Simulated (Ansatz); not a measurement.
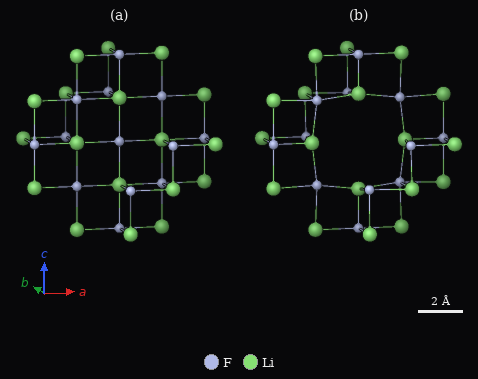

Left: perfect LiF. Right: the same region with one point defect, after relaxing the atoms in a supercell of 64 sites. The picture is a ball-and-stick view of the atoms within 4.6 Å of one point, in a slice 3.4 Å thick across the line of sight, seen slightly off an axis.

Level of theory: Ansatz 0.2.0, DFT, PBEsol, PAW, plane waves. Set-up: plane-wave cutoff 420 eV; k-point mesh 1 × 1 × 1; mesh shifted by (0.25, 0.25, 0.25); no spin polarisation. Fermi-Dirac smearing of 0.01 eV. A uniform background neutralises the charged cell. The axes drawn are those of the host's conventional cell.

**Which defect is it?**

A fluorine atom is taken out (a vacancy).

The charge state of the cell is +1.

**How does the lattice respond?**

Around the empty F site the host had 6 Li at 2.00 Å; after relaxation the nearest atoms are 6 Li at 2.19 Å. Of the host's atoms, a lithium atom moves furthest from its site, by 0.19 Å.

Limits of the set-up: the periodic images lie only 8.0 Å apart, so the values are limited by the cell's size; the cell is charged, on a uniform background, and energies carry no finite-size correction.
